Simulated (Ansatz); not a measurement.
## Si: one change and its effect

System: Si (Fd-3m, 2 atoms in the cell).
Method of run A: Kohn-Sham DFT of a periodic cell, HSE06 form with a typed share of exact exchange, Ansatz PAW, no spin polarisation (Ansatz 0.2.0).

The structure derives from a Materials Project entry. Text and figures count atoms from 1; the logs count them from 0 in places.

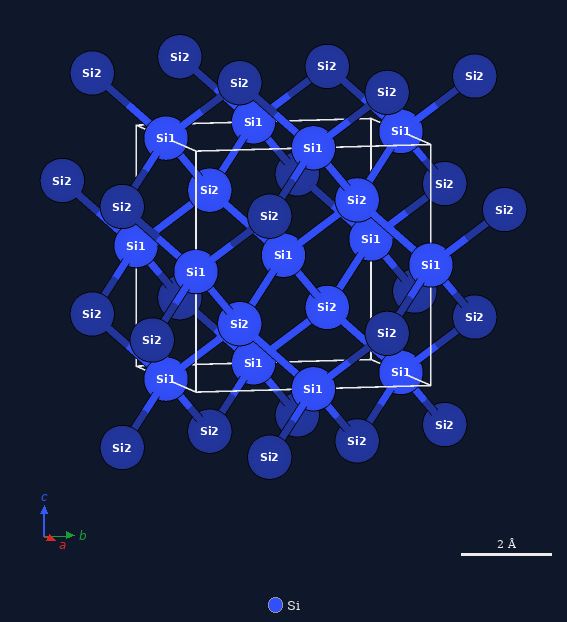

The structure as given in the input (ball-and-stick view of the cell 4 times as large as that of the calculation, set on its symmetry axes, seen slightly off an axis; neighbours outside the cell are drawn fainter; atoms are numbered from 1 in the order of the input). An atom can appear more than once, as a periodic image. Near neighbours in the periodic cell (some may lie outside the picture): Si has 4 Si at 2.36 Å.

### The input, run A
```yaml
crystal:
  lattice:
    - [0.0, 2.7218511865, 2.7218511865]
    - [2.7218511865, 0.0, 2.7218511865]
    - [2.7218511865, 2.7218511865, 0.0]
  atoms:
    - { symbol: Si, position: [0.5, 0.5, 0.5] }
    - { symbol: Si, position: [0.75, 0.75, 0.75] }
hamiltonian:
  xc: { exchange: pbe, correlation: pbe, exx: { coeff: 0.1, omega: 0.2 } }
  pseudopotentials: { kind: paw }
kpoints:
  mp_grid: { grid: [4, 4, 4] }
scf:
  occupations: { method: fermi_dirac, width: 0.05 }
output:
  forces: true
  stress: true
  eigenvalues: true
```

Launched with:
```bash
ansatz run input.yaml --threads 2 --pin off --max-ram 5632MiB --backend cpu --events-out ev --progress --plain --runs-dir out
```

Hardware: 2 threads of Intel Xeon (Sapphire Rapids), 16 GiB of memory available, shared host.

### Output, shortened to warnings, some set-up lines, iterations and results (run A)
```
Warning: output.stress: scf.convergence.dr2_threshold = 1e-7 eV (the SCF's general default) is looser than the 2e-10 eV advised for a printed stress (1e-10 eV for each atom of the cell: 2). What an SCF threshold leaves in a stress goes as its square root, and in the free energy as the threshold itself, and one threshold admits the most on a small cell: of the crystals measured, under no hybrid …
Warning: output.stress: scf.exx.energy_threshold = 1e-6 eV is looser than the 2e-8 eV advised for a stress under a hybrid functional (1e-8 eV for each atom of the cell: 2). Every SCF of the exchange loop can meet its threshold on dr2 while the loop round them stops early: no threshold on dr2 bounds what that leaves in the stress. Set scf.exx.energy_threshold to 2e-8 eV or tighter. The threshold …
Basis set: ecut = 420 eV, 749 PW (Γ), exchange–correlation on 54×54×54 points (8 copies of the dense FFT grid, shifted against one another)
Symmetry: 48 space group operations
k-points: 8 of 64
Initial density: superposition of atomic densities (neutral atoms: chi_scale 0, normalization atom), corrected by the library's trained network
[...]
SCF iter   1: F=—  HF=-1271.428400 eV  |F-HF|=—  |Δ(HF+E_count)|=         —  Δρ=1.70e-3  dr2=1.82e-3  ethr=1.77e-3  ⟨swp⟩=5.9  Hψ=306  notcnv=0
SCF iter   2: F=—  HF=-1271.428121 eV  |F-HF|=—  |Δ(HF+E_count)|=   2.79e-4  Δρ=6.68e-4  dr2=2.52e-4  ethr=2.28e-5  ⟨swp⟩=2.9  Hψ=129  notcnv=0  defer=3
SCF iter   3: F=-1271.428152 eV  HF=-1271.428148 eV  |F-HF|=4.56e-6  |Δ(HF+E_count)|=   2.68e-5  Δρ=9.62e-5  dr2=1.98e-6  ethr=2.42e-8  ⟨swp⟩=3.8  Hψ=258  notcnv=0
SCF 1 stopped early in 3 iterations: F = -1271.428152 eV  dr2 = 1.98e-6
SCF iter   1: F=—  HF=-1271.819435 eV  |F-HF|=—  |Δ(HF+E_count)|=         —  Δρ=1.30e-3  dr2=5.24e-4  ethr=2.47e-7  ⟨swp⟩=7.4  Hψ=354  notcnv=0
SCF iter   2: F=—  HF=-1271.819269 eV  |F-HF|=—  |Δ(HF+E_count)|=   1.67e-4  Δρ=6.20e-4  dr2=1.48e-4  ethr=2.47e-7  ⟨swp⟩=3.6  Hψ=137  notcnv=0
SCF iter   3: F=—  HF=-1271.819237 eV  |F-HF|=—  |Δ(HF+E_count)|=   3.16e-5  Δρ=2.41e-4  dr2=2.39e-5  ethr=2.47e-7  ⟨swp⟩=2.1  Hψ=100  notcnv=0
SCF iter   4: F=—  HF=-1271.819418 eV  |F-HF|=—  |Δ(HF+E_count)|=   1.81e-4  Δρ=1.17e-4  dr2=3.52e-6  ethr=1.91e-7  ⟨swp⟩=3.4  Hψ=131  notcnv=0
SCF iter   5: F=—  HF=-1271.819417 eV  |F-HF|=—  |Δ(HF+E_count)|=   8.73e-7  Δρ=2.22e-5  dr2=1.83e-7  ethr=4.33e-8  ⟨swp⟩=2.2  Hψ=100  notcnv=0
SCF iter   6: F=-1271.819417 eV  HF=-1271.819417 eV  |F-HF|=1.97e-8  |Δ(HF+E_count)|=   2.24e-8  Δρ=1.50e-6  dr2=5.97e-8  ethr=1.55e-9  ⟨swp⟩=3.1  Hψ=146  notcnv=0
SCF 2 converged in 6 iterations: F = -1271.819417 eV  dr2 = 5.97e-8
SCF iter   1: F=—  HF=-1271.819417 eV  |F-HF|=—  |Δ(HF+E_count)|=         —  Δρ=5.59e-6  dr2=9.56e-9  ethr=6.29e-9  ⟨swp⟩=5.2  Hψ=192  notcnv=0
SCF iter   2: F=-1271.819417 eV  HF=-1271.819417 eV  |F-HF|=2.75e-10  |Δ(HF+E_count)|=   1.18e-9  Δρ=1.31e-6  dr2=3.19e-10  ethr=1.18e-10  ⟨swp⟩=3.6  Hψ=126  notcnv=0
SCF 3 converged in 2 iterations: F = -1271.819417 eV  dr2 = 3.19e-10
  Residual-converged pass: ⟨swp⟩=2.9  Hψ=119  notcnv=0  max |occ|·‖R‖ = 1.9e-6 eV (tolerance 2.4e-6 eV)  dr2=3.27e-10  dr2_onsite=1.97e-11  max |Δocc| = 1.3e-14
hybrid outer 2: dexx = +2.146e-9 eV, tail = 6.80e-10 eV, Δε = 1.84e-4 eV (about 1.65e-5 eV left of the loop's levels)
hybrid SCF converged: 2 outer / 8 inner (+3 warm-up), last move |dexx| = 2.15e-9 eV, tail = 6.80e-10 eV
Stability not checked: this state was not tested for a lower state beside it, because the functional holds exact exchange (a hybrid, or Hartree-Fock), whose exchange loop this test does not read (fock_operator; see scf.lower_state_search)
Free energy (F): -1271.819417 eV
Frozen-core exchange: fock
Harris-Foulkes:  -1271.819417 eV  (|F-HF|=2.75e-10)
Internal energy: -1271.819407 eV  (E = F + TS)
E sigma→0 (E₀):  -1271.819412 eV
Entropy (-TS):   -0.000010 eV (-0.005 meV/atom)
Fermi energy:    6.510353 eV
--- Per-component energies (eV) ---
  E_band       = 6.567031
  E_kinetic    = 81.252387
  E_local      = -55.284065  (includes V_loc(G=0)·N_el)
  E_nonlocal   = 51.274501
  E_hartree    = 15.318126
  E_xc         = -102.135842
  E_vxc        = -86.591329  (∫ρ·V_xc dr)
  E_exx        = -4.515649  (= α·E_x^exact, valence–valence)
  E_paw        = -1029.695212  (= ΣΔE_a)
  E_vpaw       = -5.689465  (= ΣTr[D̂ρ^β])
  E_aug_tail   = 0.000012  (compensation charges beyond the density's cutoff)
  E_ewald      = -227.985960
  E_core_change = -0.047705  (= ΣΔE_core)
  E_smearing   = -0.000010  (= −TS)
  E_closure    = 0.000000  (closes the sum)
  Σ components = -1271.819417   (vs F -1271.819417, Δ=-2.27e-13)
--- Forces (eV/Å), atoms counted from 1 ---
  atom   1  Si     0.00000000     0.00000000     0.00000000
  atom   2  Si     0.00000000     0.00000000    -0.00000000
  max |Σ_I F_I| component: 9.25e-17 eV/Å
--- Stress (GPa, compression-positive) ---
        1.304103      -0.000000      -0.000000
       -0.000000       1.304103      -0.000000
        0.000000      -0.000000       1.304103
  P = ⅓ Tr σ = 1.3041 GPa (13.041 kbar)
```

Run B used a changed input.

### The two runs side by side

| quantity | run A | run B |
| --- | --- | --- |
| outcome | converged | converged |
| free energy per atom (eV) | −635.9097 | −636.3131 |
| gap on the mesh (eV) | 0.95 | 1.48 |
| pressure (GPa) | 1.30 | 0.07 |
| largest force (eV/Å) | 0.000 | 0.000 |
| SCF iterations | 11 | 11 |
| irreducible k-points | 8 | 8 |
| plane waves at Γ | 749 | 749 |
| wall time (shared host) | 2.5 s | 2.6 s |

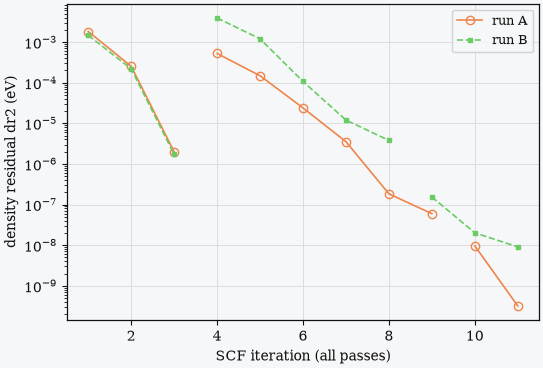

Convergence of the two runs: density residual dr2 against the SCF iteration. A break in a curve parts two SCF passes. Run A takes 11 iterations in all, and run B takes 11.

Which change of the input explains these differences?

The change (lines with − go, lines with + come):
```diff
-  xc: { exchange: pbe, correlation: pbe, exx: { coeff: 0.1, omega: 0.2 } }
+  xc: { exchange: pbe, correlation: pbe, exx: { coeff: 0.3, omega: 0.2 } }
```

The total energies belong to different methods, so their difference says nothing on which is more stable or more accurate. The gap on the mesh goes from 0.95 to 1.48 eV. The pressure goes from 1.30 to 0.07 GPa. The number of SCF iterations is the same.

### Output, shortened to warnings, some set-up lines, iterations and results (run B)
```
Warning: output.stress: scf.convergence.dr2_threshold = 1e-7 eV (the SCF's general default) is looser than the 2e-10 eV advised for a printed stress (1e-10 eV for each atom of the cell: 2). What an SCF threshold leaves in a stress goes as its square root, and in the free energy as the threshold itself, and one threshold admits the most on a small cell: of the crystals measured, under no hybrid …
Warning: output.stress: scf.exx.energy_threshold = 1e-6 eV is looser than the 2e-8 eV advised for a stress under a hybrid functional (1e-8 eV for each atom of the cell: 2). Every SCF of the exchange loop can meet its threshold on dr2 while the loop round them stops early: no threshold on dr2 bounds what that leaves in the stress. Set scf.exx.energy_threshold to 2e-8 eV or tighter. The threshold …
Basis set: ecut = 420 eV, 749 PW (Γ), exchange–correlation on 54×54×54 points (8 copies of the dense FFT grid, shifted against one another)
Symmetry: 48 space group operations
k-points: 8 of 64
Initial density: superposition of atomic densities (neutral atoms: chi_scale 0, normalization atom), corrected by the library's trained network
[...]
SCF iter   1: F=—  HF=-1271.422437 eV  |F-HF|=—  |Δ(HF+E_count)|=         —  Δρ=1.61e-3  dr2=1.47e-3  ethr=1.77e-3  ⟨swp⟩=5.9  Hψ=306  notcnv=0
SCF iter   2: F=—  HF=-1271.422317 eV  |F-HF|=—  |Δ(HF+E_count)|=   1.20e-4  Δρ=6.65e-4  dr2=2.19e-4  ethr=1.83e-5  ⟨swp⟩=3.0  Hψ=133  notcnv=0  defer=3
SCF iter   3: F=-1271.422364 eV  HF=-1271.422360 eV  |F-HF|=4.01e-6  |Δ(HF+E_count)|=   4.32e-5  Δρ=8.79e-5  dr2=1.71e-6  ethr=2.12e-8  ⟨swp⟩=3.8  Hψ=259  notcnv=0
SCF 1 stopped early in 3 iterations: F = -1271.422364 eV  dr2 = 1.71e-6
SCF iter   1: F=—  HF=-1272.623999 eV  |F-HF|=—  |Δ(HF+E_count)|=         —  Δρ=3.56e-3  dr2=3.92e-3  ethr=2.13e-7  ⟨swp⟩=7.6  Hψ=378  notcnv=0
SCF iter   2: F=—  HF=-1272.622345 eV  |F-HF|=—  |Δ(HF+E_count)|=   1.65e-3  Δρ=1.63e-3  dr2=1.20e-3  ethr=2.13e-7  ⟨swp⟩=4.0  Hψ=144  notcnv=0
SCF iter   3: F=—  HF=-1272.626096 eV  |F-HF|=—  |Δ(HF+E_count)|=   3.75e-3  Δρ=5.83e-4  dr2=1.07e-4  ethr=2.13e-7  ⟨swp⟩=4.9  Hψ=169  notcnv=0
SCF iter   4: F=—  HF=-1272.626062 eV  |F-HF|=—  |Δ(HF+E_count)|=   3.47e-5  Δρ=5.50e-5  dr2=1.20e-5  ethr=2.13e-7  ⟨swp⟩=3.0  Hψ=128  notcnv=0
SCF iter   5: F=-1272.626147 eV  HF=-1272.626149 eV  |F-HF|=1.81e-6  |Δ(HF+E_count)|=   8.75e-5  Δρ=1.03e-4  dr2=3.79e-6  ethr=6.79e-9  ⟨swp⟩=4.9  Hψ=214  notcnv=0
SCF 2 stopped early in 5 iterations: F = -1272.626147 eV  dr2 = 3.79e-6
SCF iter   1: F=—  HF=-1272.626127 eV  |F-HF|=—  |Δ(HF+E_count)|=         —  Δρ=2.34e-5  dr2=1.53e-7  ethr=6.83e-7  ⟨swp⟩=2.6  Hψ=135  notcnv=0
SCF iter   2: F=—  HF=-1272.626127 eV  |F-HF|=—  |Δ(HF+E_count)|=   1.82e-8  Δρ=1.07e-5  dr2=2.01e-8  ethr=1.86e-9  ⟨swp⟩=4.0  Hψ=131  notcnv=0
SCF iter   3: F=-1272.626127 eV  HF=-1272.626127 eV  |F-HF|=2.27e-9  |Δ(HF+E_count)|=   1.13e-9  Δρ=2.60e-6  dr2=9.06e-9  ethr=1.96e-10  ⟨swp⟩=3.1  Hψ=125  notcnv=0
SCF 3 converged in 3 iterations: F = -1272.626127 eV  dr2 = 9.06e-9
  Residual-converged pass: ⟨swp⟩=3.0  Hψ=118  notcnv=0  max |occ|·‖R‖ = 2.2e-6 eV (tolerance 2.4e-6 eV)  dr2=9.31e-9  dr2_onsite=3.08e-10  max |Δocc| = 2.0e-14
hybrid outer 2: dexx = +5.300e-8 eV, tail = 1.98e-8 eV, Δε = 1.27e-3 eV (about 1.06e-4 eV left of the loop's levels)
hybrid SCF converged: 2 outer / 8 inner (+3 warm-up), last move |dexx| = 5.30e-8 eV, tail = 1.98e-8 eV
Stability not checked: this state was not tested for a lower state beside it, because the functional holds exact exchange (a hybrid, or Hartree-Fock), whose exchange loop this test does not read (fock_operator; see scf.lower_state_search)
Free energy (F): -1272.626127 eV
Frozen-core exchange: fock
Harris-Foulkes:  -1272.626127 eV  (|F-HF|=2.27e-9)
Internal energy: -1272.626127 eV  (E = F + TS)
E sigma→0 (E₀):  -1272.626127 eV
Entropy (-TS):   -0.000000 eV (-0.000 meV/atom)
Fermi energy:    6.455036 eV
--- Per-component energies (eV) ---
  E_band       = 0.908681
  E_kinetic    = 81.326868
  E_local      = -54.418388  (includes V_loc(G=0)·N_el)
  E_nonlocal   = 50.231148
  E_hartree    = 15.314946
  E_xc         = -85.708089
  E_vxc        = -72.803077  (∫ρ·V_xc dr)
  E_exx        = -13.596130  (= α·E_x^exact, valence–valence)
  E_paw        = -1037.648879  (= ΣΔE_a)
  E_vpaw       = -6.865714  (= ΣTr[D̂ρ^β])
  E_aug_tail   = 0.000012  (compensation charges beyond the density's cutoff)
  E_ewald      = -227.985960
  E_core_change = -0.141653  (= ΣΔE_core)
  E_smearing   = -0.000000  (= −TS)
  E_closure    = -0.000003  (closes the sum)
  Σ components = -1272.626127   (vs F -1272.626127, Δ=0.00e0)
--- Forces (eV/Å), atoms counted from 1 ---
  atom   1  Si     0.00000000    -0.00000000     0.00000000
  atom   2  Si     0.00000000    -0.00000000     0.00000000
  max |Σ_I F_I| component: 2.59e-16 eV/Å
--- Stress (GPa, compression-positive) ---
        0.070241       0.000000      -0.000000
        0.000000       0.070241      -0.000000
       -0.000000      -0.000000       0.070241
  P = ⅓ Tr σ = 0.0702 GPa (0.702 kbar)
```

For both runs: Warnings: the exchange loop's threshold is looser than advised for the stress; the SCF threshold is looser than advised for the printed stress.
